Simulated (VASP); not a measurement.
# ZnO (zincite): the relaxed cell at several levels, part 2 of 3

Aim: relax ZnO (zincite) at several levels and hold each cell against experiment. LASPH is on for some levels and off for others; the table marks which. The start is a cell from a database of measured crystal structures.

VASP 6.6.1, plane waves and PAW; the level of theory is named at each step.

So far. Step 2 (Relaxation with PBE): It ends with a largest force of 0.008 eV/Å and a pressure of 0.04 GPa. The volume lies +4.3 % from that of the database's start. The conventional cell has a = 3.289 and c = 5.302 Å.

## (3) Relaxation with LDA

This step: LDA; plane waves and PAW (Zn, O) (VASP 6.6.1).

LDA, the lowest rung, knows the local density alone.

Contents of INCAR:

```
SYSTEM = ZnO
PREC = Accurate
ENCUT = 560
EDIFF = 1E-06
NELM = 100
ISMEAR = -1
SIGMA = 0.05
LREAL = .FALSE.
ALGO = Normal
GGA = CA
NBANDS = 24
LORBIT = 11
LWAVE = .FALSE.
LCHARG = .FALSE.
KPAR = 2
IBRION = 2
NSW = 60
ISIF = 3
EDIFFG = -0.01
```

Contents of POSCAR:

```
ZnO
1.0
    3.2493080000      0.0000000000      0.0000000000
   -1.6246540000      2.8139832727      0.0000000000
    0.0000000000      0.0000000000      5.2057090000
Zn O
2 2
Direct
    0.3333333333      0.6666666667      0.5000000000
    0.6666666667      0.3333333333      0.0000000000
    0.6666666667      0.3333333333      0.3790100000
    0.3333333333      0.6666666667      0.8790100000
```

Contents of KPOINTS:

```
Automatic mesh
0
Gamma
8 8 5
0 0 0
```

PAW data sets: Zn and O (PBE family, release 64).

On the command line:

```bash
$ mpirun -np 2 vasp_std
```

The program printed:

```text
[banner, memory and clock lines left out]
running    2 mpi-ranks, on    1 nodes
 distrk:  each k-point on    1 cores,    2 groups
 distr:  one band on    1 cores,    1 groups

 POSCAR found type information on POSCAR ZnO
 POSCAR found :  2 types and       4 ions
|                                                                             |
|               ----> ADVICE to this user running VASP <----                  |
|                                                                             |
|     You enforced a specific xc type in the INCAR file but a different       |
|     [... a line on the potential file left out ...]
|     I HOPE YOU KNOW WHAT YOU ARE DOING!                                     |
|                                                                             |

 LDA part: xc-table for (Slater(with rela. corr.)+CA(PZ))
 , standard interpolation
 POSCAR, INCAR and KPOINTS ok, starting setup
 FFT: planning ... GRIDC
 FFT: planning ... GRID_SOFT
 FFT: planning ... GRID
 WAVECAR not read
 entering main loop
       N       E                     dE             d eps       ncg     rms          rms(c)
DAV:   1     0.292962176073E+03    0.29296E+03   -0.19522E+04  1448   0.231E+03
DAV:   2     0.492196058930E+01   -0.28804E+03   -0.27356E+03  1568   0.438E+02
DAV:   3    -0.235387007268E+02   -0.28461E+02   -0.28249E+02  1608   0.144E+02
DAV:   4    -0.240092576556E+02   -0.47056E+00   -0.47023E+00  1744   0.195E+01
DAV:   5    -0.240121749162E+02   -0.29173E-02   -0.29172E-02  1600   0.144E+00    0.137E+01
DAV:   6    -0.211283293429E+02    0.28838E+01   -0.79622E+00  2552   0.683E+01    0.902E+00
DAV:   7    -0.212517445096E+02   -0.12342E+00   -0.23827E+00  1520   0.171E+01    0.539E+00
DAV:   8    -0.212449737962E+02    0.67707E-02   -0.69843E-01  1960   0.774E+00    0.171E+00
DAV:   9    -0.211893897768E+02    0.55584E-01   -0.12392E-01  2152   0.682E+00    0.421E-01
DAV:  10    -0.211909077332E+02   -0.15180E-02   -0.44790E-02  1488   0.151E+00    0.887E-02
DAV:  11    -0.211908977083E+02    0.10025E-04   -0.77883E-04  1696   0.245E-01    0.325E-02
DAV:  12    -0.211908979263E+02   -0.21795E-06   -0.43036E-05  1608   0.615E-02    0.999E-03
DAV:  13    -0.211908985240E+02   -0.59772E-06   -0.16563E-06  1280   0.346E-02
   1 F= -.21190899E+02 E0= -.21190895E+02  d E =-.211909E+02
 curvature:   0.00 expect dE= 0.000E+00 dE for cont linesearch  0.000E+00
 trial: gam= 0.00000 g(F)=  0.602E-03 g(S)=  0.116E+00 ort = 0.000E+00 (trialstep = 0.100E+01)
 search vector abs. value=  0.116E+00
 bond charge predicted
       N       E                     dE             d eps       ncg     rms          rms(c)
DAV:   1    -0.230020567820E+02   -0.18112E+01   -0.23172E+01  1728   0.895E+01    0.989E+00
DAV:   2    -0.213860250199E+02    0.16160E+01   -0.64047E+00  1664   0.534E+01    0.333E+00
DAV:   3    -0.212707950496E+02    0.11523E+00   -0.21463E-01  1480   0.419E+00    0.179E+00
DAV:   4    -0.212144885218E+02    0.56307E-01   -0.20413E-02  2328   0.428E+00    0.270E-01
DAV:   5    -0.212141880583E+02    0.30046E-03   -0.11502E-02  1568   0.838E-01    0.103E-01
DAV:   6    -0.212140814627E+02    0.10660E-03   -0.59445E-04  1624   0.191E-01    0.452E-02
DAV:   7    -0.212140931040E+02   -0.11641E-04   -0.11936E-04  1696   0.389E-01    0.244E-02
DAV:   8    -0.212140884353E+02    0.46687E-05   -0.27894E-05  1992   0.991E-02    0.825E-03
DAV:   9    -0.212140875729E+02    0.86241E-06   -0.55821E-06  1952   0.524E-02
   2 F= -.21214088E+02 E0= -.21214086E+02  d E =-.231890E-01
[...]
3 F= -.21228005E+02 E0= -.21228002E+02  d E =-.371060E-01
[...]
4 F= -.21228130E+02 E0= -.21228128E+02  d E =-.125090E-03
[...]
5 F= -.21228131E+02 E0= -.21228129E+02  d E =-.126146E-03
[...]
6 F= -.21228200E+02 E0= -.21228198E+02  d E =-.689479E-04
 trial-energy change:   -0.000069  1 .order   -0.000067   -0.000077   -0.000057
 step:   3.6835(harm=  3.6835)  dis= 0.00343  next Energy=   -21.228282 (dE=-0.151E-03)
 bond charge predicted
       N       E                     dE             d eps       ncg     rms          rms(c)
DAV:   1    -0.212290798442E+02   -0.88026E-03   -0.15753E-01  1440   0.304E+00    0.215E-01
DAV:   2    -0.212285864025E+02    0.49344E-03   -0.31099E-03  1664   0.810E-01    0.124E-01
DAV:   3    -0.212282888951E+02    0.29751E-03   -0.24184E-04  1968   0.204E-01    0.418E-02
DAV:   4    -0.212282591309E+02    0.29764E-04   -0.78527E-05  1824   0.984E-02    0.814E-03
DAV:   5    -0.212282597677E+02   -0.63673E-06   -0.10558E-05  1512   0.365E-02    0.302E-03
DAV:   6    -0.212282597545E+02    0.13182E-07   -0.40889E-07   768   0.970E-03
   7 F= -.21228260E+02 E0= -.21228258E+02  d E =-.129046E-03
 curvature:  -2.44 expect dE=-0.253E-04 dE for cont linesearch -0.156E-07
 trial: gam= 0.17308 g(F)=  0.819E-08 g(S)=  0.104E-04 ort =-0.834E-06 (trialstep = 0.149E+01)
 search vector abs. value=  0.133E-04
 reached required accuracy - stopping structural energy minimisation
```

The job ended after 33 s (2 MPI ranks of Intel Xeon 6975P-C (Granite Rapids), shared host; peak memory 0.33 GiB).

Parts of OUTCAR (step 3):

```text
 Found     30 irreducible k-points:

   NELECT =      36.0000    total number of electrons

 E-fermi :   1.5876

 k-point     1 :       0.0000    0.0000    0.0000
  band No.  band energies     occupation
    ...
     14       0.3078      2.00000
     15       0.3078      2.00000
     16       1.0575      1.99995
     17       1.1604      1.99961
     18       1.1604      1.99961
     19       1.9479      0.00148
     20       6.4157      0.00000
     21       9.3234      0.00000
     22      14.0774      0.00000
     23      14.0774      0.00000
    ...

 k-point     2 :       0.1250    0.0000    0.0000
  band No.  band energies     occupation
    ...
     14      -0.2703      2.00000
     15       0.0893      2.00000
     16       0.3500      2.00000
     17       0.9469      1.99999
     18       1.0426      1.99996
     19       2.9621      0.00000
     20       7.0608      0.00000
     21       9.3039      0.00000
     22      12.6344      0.00000
     23      14.2369      0.00000
    ...

  Total        0.0159094      0.0159094      0.0187615      0.0000000     -0.0000000      0.0000000
  in kB        0.5578069      0.5578069      0.6578065      0.0000000     -0.0000000      0.0000000
  external PRESSURE =       0.5911401 kB  Pullay stress =       0.0000000 kB

  energy-cutoff  :      560.00
  volume of cell :       45.70
      direct lattice vectors                 reciprocal lattice vectors
     3.195641904 -0.000000000 -0.000000000     0.312926176  0.180668012  0.000000000
    -1.597820952  2.767507070  0.000000000    -0.000000000  0.361336024 -0.000000000
    -0.000000000  0.000000000  5.166933311     0.000000000 -0.000000000  0.193538399

 POSITION                                       TOTAL-FORCE (eV/Angst)
 -----------------------------------------------------------------------------------
     -0.00000      1.84500      2.58512        -0.000000     -0.000000      0.000206
      1.59782      0.92250      0.00165        -0.000000      0.000000      0.000206
      1.59782      0.92250      1.95666         0.000000     -0.000000     -0.000206
     -0.00000      1.84500      4.54013         0.000000     -0.000000     -0.000206
 -----------------------------------------------------------------------------------
    total drift:                               -0.000000     -0.000001     -0.000526

  FREE ENERGIE OF THE ION-ELECTRON SYSTEM (eV)
  ---------------------------------------------------
  free  energy   TOTEN  =       -21.2282597545 eV

  energy  without entropy=      -21.2282553751  energy(sigma->0) =      -21.22825756

 total charge
# of ion       s       p       d       tot
------------------------------------------
    1        0.482   0.540   9.924  10.946
    2        0.482   0.540   9.924  10.946
    3        1.531   3.455   0.000   4.986
    4        1.531   3.455   0.000   4.986
--------------------------------------------------
tot          4.026   7.990  19.849  31.865

[... 9 parts as in an earlier step ...]

[... 5 further parts left out ...]
```

The PAW data sets were made with PBE, though LDA sets exist; this is a small mismatch.

Relaxation path:

```tsv
step	energy less that of the first step (eV)	largest force (eV/Å)	pressure (GPa)	volume (Å³)
1	0.0000	0.0558	-5.95	47.60
2	-0.0232	0.0415	4.16	44.62
3	-0.0371	0.0025	0.04	45.71
4	-0.0372	0.0191	-0.16	45.73
5	-0.0372	0.0202	-0.03	45.73
6	-0.0373	0.0155	0.02	45.72
7	-0.0374	0.0002	0.06	45.70
```

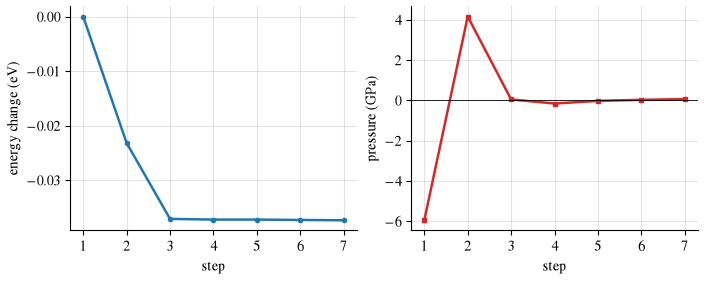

Energy and pressure along the relaxation.

```tsv
conventional cell, symmetrised	before	after	change
a (Å)	3.249	3.196	-1.7 %
b (Å)	3.249	3.196	-1.7 %
c (Å)	5.206	5.167	-0.7 %
volume (Å³/atom)	11.90	11.42	-4.0 %
```

The relaxed structure:

```xyz
4
Lattice="3.1956 0.0000 0.0000 -1.5978 2.7675 0.0000 0.0000 0.0000 5.1669" Properties=species:S:1:pos:R:3 pbc="T T T"
Zn    0.0000    1.8450    2.5851
Zn    1.5978    0.9225    0.0017
O     1.5978    0.9225    1.9567
O     0.0000    1.8450    4.5401
```

This step gave:

```
free energy (TOTEN)            : -21.23 eV
Fermi energy                   : 1.588 eV
pressure                       : 0.05911 GPa
gap on the k-mesh              : 0.7875 eV
least direct gap on the k-mesh : 0.7875 eV
```

It ends at 11.42 Å³/atom, -4.0 % from the start, with 0.06 GPa left. The conventional cell has a = 3.196 and c = 5.167 Å.

## (4) Relaxation with r2SCAN

This step: r2SCAN; plane waves and PAW (Zn, O) (VASP 6.6.1).

r2SCAN adds the kinetic-energy density, costs more than a GGA and is run with LASPH.

INCAR: that of step 3 with these lines changed.

```diff
@@ -9,3 +9,4 @@
 ALGO = Normal
-GGA = CA
+METAGGA = R2SCAN
+LASPH = .TRUE.
 NBANDS = 24
```

POSCAR is that of step 3.

KPOINTS is that of step 3.

On the command line:

```bash
$ mpirun -np 2 vasp_std
```

The program printed:

```text
[banner, memory and clock lines left out]
running    2 mpi-ranks, on    1 nodes
[...]
[... a notice as in an earlier step ...]

 LDA part: xc-table for (None), standard interpolation
 POSCAR, INCAR and KPOINTS ok, starting setup
[...]
entering main loop
       N       E                     dE             d eps       ncg     rms          rms(c)
DAV:   1     0.278370938241E+03    0.27837E+03   -0.20047E+04  1448   0.237E+03
DAV:   2    -0.168720697894E+02   -0.29524E+03   -0.28055E+03  1552   0.450E+02
DAV:   3    -0.461296735091E+02   -0.29258E+02   -0.29052E+02  1640   0.148E+02
DAV:   4    -0.465936053178E+02   -0.46393E+00   -0.46368E+00  1720   0.196E+01
[...]
DAV:  15    -0.363195531325E+02   -0.29720E-05   -0.63359E-06  1600   0.233E-02    0.470E-03
DAV:  16    -0.363195520124E+02    0.11201E-05   -0.68751E-07   968   0.126E-02    0.190E-03
DAV:  17    -0.363195527420E+02   -0.72969E-06   -0.67595E-07   808   0.848E-03
   1 F= -.36319553E+02 E0= -.36319553E+02  d E =-.363196E+02
[...]
DAV:   5    -0.363208102551E+02   -0.19320E-04   -0.20160E-04  1512   0.153E-01    0.123E-02
DAV:   6    -0.363208133481E+02   -0.30930E-05   -0.63360E-06  1680   0.762E-02    0.638E-03
DAV:   7    -0.363208127914E+02    0.55673E-06   -0.21504E-06   984   0.350E-02
   2 F= -.36320813E+02 E0= -.36320813E+02  d E =-.126005E-02
 trial-energy change:   -0.001260  1 .order   -0.001154   -0.003599    0.001291
 step:   0.7598(harm=  0.7359)  dis= 0.00306  next Energy=   -36.320966 (dE=-0.141E-02)
[...]
N       E                     dE             d eps       ncg     rms          rms(c)
DAV:   1    -0.363213425682E+02   -0.52922E-03   -0.38181E-02  1440   0.169E+00    0.159E-01
DAV:   2    -0.363210668657E+02    0.27570E-03   -0.20297E-03  1744   0.647E-01    0.867E-02
DAV:   3    -0.363209646719E+02    0.10219E-03   -0.75456E-05  1920   0.153E-01    0.358E-02
DAV:   4    -0.363209547576E+02    0.99143E-05   -0.53797E-05  2000   0.900E-02    0.473E-03
DAV:   5    -0.363209552632E+02   -0.50565E-06   -0.11545E-05  1496   0.365E-02    0.289E-03
DAV:   6    -0.363209546478E+02    0.61537E-06   -0.29252E-07   824   0.172E-02
   3 F= -.36320955E+02 E0= -.36320955E+02  d E =-.140191E-02
[...]
reached required accuracy - stopping structural energy minimisation
```

Elapsed: 87 s, on 2 MPI ranks; peak memory 0.39 GiB.

From OUTCAR (step 4):

```text
  Total       -0.0072025     -0.0072025      0.0036756      0.0000000      0.0000000      0.0000000
  in kB       -0.2428545     -0.2428545      0.1239362      0.0000000      0.0000000      0.0000000
  external PRESSURE =      -0.1205909 kB  Pullay stress =       0.0000000 kB

 POSITION                                       TOTAL-FORCE (eV/Angst)
 -----------------------------------------------------------------------------------
     -0.00000      1.87198      2.60645         0.000000      0.000000      0.008054
      1.62118      0.93599      5.21597        -0.000000      0.000000      0.008054
      1.62118      0.93599      1.98114         0.000000     -0.000000     -0.008054
     -0.00000      1.87198      4.59066         0.000000     -0.000000     -0.008054
 -----------------------------------------------------------------------------------
    total drift:                                0.000000      0.000000     -0.045314

  FREE ENERGIE OF THE ION-ELECTRON SYSTEM (eV)
  ---------------------------------------------------
  free  energy   TOTEN  =       -36.3209546478 eV

  energy  without entropy=      -36.3209545657  energy(sigma->0) =      -36.32095461

[... 2 parts as in an earlier step ...]

[... 2 further parts left out ...]
[key lines of the parts left out:]
E-fermi :   1.5123
```

The PAW data sets were made with PBE, which is usual practice but a small mismatch for other functionals.

Relaxation path:

```tsv
step	energy less that of the first step (eV)	largest force (eV/Å)	pressure (GPa)	volume (Å³)
1	0.0000	0.0835	-0.21	47.60
2	-0.0013	0.0380	0.09	47.49
3	-0.0014	0.0081	-0.01	47.52
```

```tsv
conventional cell, symmetrised	before	after	change
a (Å)	3.249	3.242	-0.2 %
b (Å)	3.249	3.242	-0.2 %
c (Å)	5.206	5.219	+0.3 %
volume (Å³/atom)	11.90	11.88	-0.2 %
```

The relaxed structure:

```cif
data_structure
_symmetry_space_group_name_H-M 'P 1'
_symmetry_Int_Tables_number 1
_cell_length_a 3.2424
_cell_length_b 3.2424
_cell_length_c 5.2190
_cell_angle_alpha 90.000
_cell_angle_beta 90.000
_cell_angle_gamma 120.000
_cell_volume 47.52
loop_
_atom_site_label
_atom_site_type_symbol
_atom_site_fract_x
_atom_site_fract_y
_atom_site_fract_z
_atom_site_occupancy
Zn1 Zn 0.33333 0.66667 0.49941 1
Zn2 Zn 0.66667 0.33333 0.99941 1
O3 O 0.66667 0.33333 0.37960 1
O4 O 0.33333 0.66667 0.87960 1
```

It ends at 11.88 Å³/atom, -0.2 % from the start, with -0.01 GPa left. The conventional cell has a = 3.242 and c = 5.219 Å.

(Part 2 of 3 ends here.)

[Lines on the potential files, build, host, timing and source positions are cut from VASP's logs without a mark.]

[Logs are printed without paths, hosts, clocks, repeated set-up lines and the standing remarks that a program may print on its own settings, such as how far it seeks lower states.]

[Hosts, paths, dates, database ids (printed as entryN), source tags and the programs' standing remarks are cut or masked in the printed files.]

[A measured line is paired with the nearest computed mode of its activity, which favours agreement.]
